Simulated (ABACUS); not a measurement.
# Relaxation of cell and atoms of NiO2

The run: relaxation of cell and atoms of NiO2 (R-3m, 3 atoms in the cell). Method and program: Kohn-Sham DFT of a periodic cell, PBEsol, SSSP 1.3 efficiency PBE (ABACUS 3.10.1).

The structure derives from a Materials Project entry.

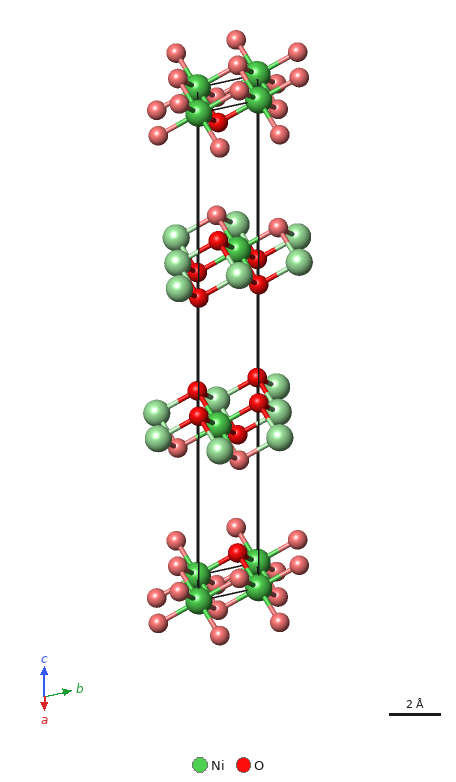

Fig. 1: The structure (ball-and-stick view of the cell 3 times as large as that of the calculation, set on its symmetry axes, seen at an oblique angle; neighbours outside the cell are drawn fainter). Near neighbours in the crystal (not all of them lie inside the picture): Ni has 6 O at 1.88 Å; O has 3 Ni at 1.88 Å.

Input:
```
INPUT_PARAMETERS
suffix              NiO2
calculation         cell-relax
basis_type          pw
pseudo_dir          ./
symmetry            1
dft_functional      pbesol
ecutwfc             55
pseudo_rcut         10
nspin               2
nbands              20
ks_solver           dav
smearing_method     fd
smearing_sigma      0.00367493
scf_thr             1e-08
scf_nmax            100
mixing_type         broyden
mixing_beta         0.4
cal_force           1
cal_stress          1
ecutrho             440
relax_nmax          60
force_thr_ev        0.02
relax_method        cg
out_stru            1
stress_thr          0.2
kpar                4
```

File STRU:
```
ATOMIC_SPECIES
Ni 58.6934 ni_pbe_v1.4.uspp.F.UPF
O 15.9990 O.pbe-n-kjpaw_psl.0.1.UPF

LATTICE_CONSTANT
13.5299738184

LATTICE_VECTORS
0.1958347919 0.1130652698 0.9740970070
-0.1958347919 0.1130652698 0.9740970070
0.0000000000 -0.2261305397 0.9740970070

ATOMIC_POSITIONS
Cartesian

Ni
0.0
1
0.0000000000 0.0000000000 0.0000000000 1 1 1 mag 1

O
0.0
2
0.0000000000 0.0000000000 1.1069316935 1 1 1 mag 0
0.0000000000 0.0000000000 1.8153593274 1 1 1 mag 0
```

File KPT:
```
K_POINTS
0
Gamma
9 9 9 0 0 0
```

Hardware: 4 threads of Intel Xeon @ 2.50GHz (Skylake/Cascade Lake), 189 GiB of memory available, shared host.

Command:
```bash
OMP_NUM_THREADS=1 mpirun -np 4 abacus > log
```

What the program printed:
```
ABACUS v3.10.1

               Atomic-orbital Based Ab-initio Computation at UStc

 ------------------------------------------------------------------------------------

 READING GENERAL INFORMATION
                           global_out_dir = OUT.NiO2/
                           global_in_card = INPUT
                               pseudo_dir = ./
                              orbital_dir =
                                    DSIZE = 4
                                    GSIZE = 1

 READING UNITCELL INFORMATION
                                    ntype = 2
                  lattice constant (Bohr) = 13.53
              lattice constant (Angstrom) = 7.15975

 READING ATOM TYPE 1
                               atom label = Ni
                      L=0, number of zeta = 1
                      L=1, number of zeta = 1
                      L=2, number of zeta = 1
             number of atom for this type = 1
               magnetization of element 1 = 1

 READING ATOM TYPE 2
                               atom label = O
                      L=0, number of zeta = 1
                      L=1, number of zeta = 1
                      L=2, number of zeta = 1
             number of atom for this type = 2
               magnetization of element 2 = 0

                        TOTAL ATOM NUMBER = 3
CARTESIAN COORDINATES ( UNIT =      13.529973818400 Bohr ).
    atom                   x                   y                   z     mag                  vx                  vy                  vz
tauc_Ni1            0.0000000000        0.0000000000        0.0000000000  1.0000        0.0000000000        0.0000000000        0.0000000000
tauc_O1            0.0000000000       -0.0000000000        1.1069316935  0.0000        0.0000000000        0.0000000000        0.0000000000
tauc_O2            0.0000000000       -0.0000000000        1.8153593274  0.0000        0.0000000000        0.0000000000        0.0000000000

                          Volume (Bohr^3) = 320.526
                             Volume (A^3) = 47.497

 Lattice vectors: (Cartesian coordinate: in unit of a_0)
            +0.195835           +0.113065           +0.974097
            -0.195835           +0.113065           +0.974097
                   +0           -0.226131           +0.974097
 Reciprocal vectors: (Cartesian coordinate: in unit of 2 pi/a_0)
             +2.55317            +1.47407           +0.342197
             -2.55317            +1.47407           +0.342197
                   +0            -2.94815           +0.342197
 The esolver type has been set to : ksdft_pw

                PAO radial cut off (Bohr) = 10

 Read in pseudopotential file is ni_pbe_v1.4.uspp.F.UPF
                     pseudopotential type = US
          exchange-correlation functional = PBE
                 nonlocal core correction = 1
                        valence electrons = 18
                                     lmax = 2
                           number of zeta = 5
                     number of projectors = 6
                           L of projector = 0
                           L of projector = 0
                           L of projector = 1
                           L of projector = 1
                           L of projector = 2
                           L of projector = 2
 XC functional updated to : pbesol
          exchange-correlation functional = PBESOL
 !!!!!!!!!!!!!!!!!!!!!!!!!!!!!!!!!!!!!!!!!!!!!!!!!!!!!!!!!
                         NOTICE
 !!!!!!!!!!!!!!!!!!!!!!!!!!!!!!!!!!!!!!!!!!!!!!!!!!!!!!!!!

 PAW POTENTIAL IS NOT SUPPORTED
 CHECK IN FILE : OUT.NiO2/warning.log

 !!!!!!!!!!!!!!!!!!!!!!!!!!!!!!!!!!!!!!!!!!!!!!!!!!!!!!!!!
                         NOTICE
 !!!!!!!!!!!!!!!!!!!!!!!!!!!!!!!!!!!!!!!!!!!!!!!!!!!!!!!!!
 Check in file : OUT.NiO2/warning.log
```

File warning.log:
```
dft_functional readin is: pbesol
 dft_functional in pseudopot file is: PBE
 Please make sure this is what you need
 Pseudopot_upf::read_pseudo_upf201_header  warning : PAW POTENTIAL IS NOT SUPPORTED
```

Outcome:

```json
{"quantity": "outcome", "value": "refused by the program"}
{"quantity": "space group (tolerance 0.01 Å)", "value": "R-3m (166)"}
{"quantity": "electrons treated", "value": "30"}
```

What went wrong:

The program refused the input: “PAW POTENTIAL IS NOT SUPPORTED”
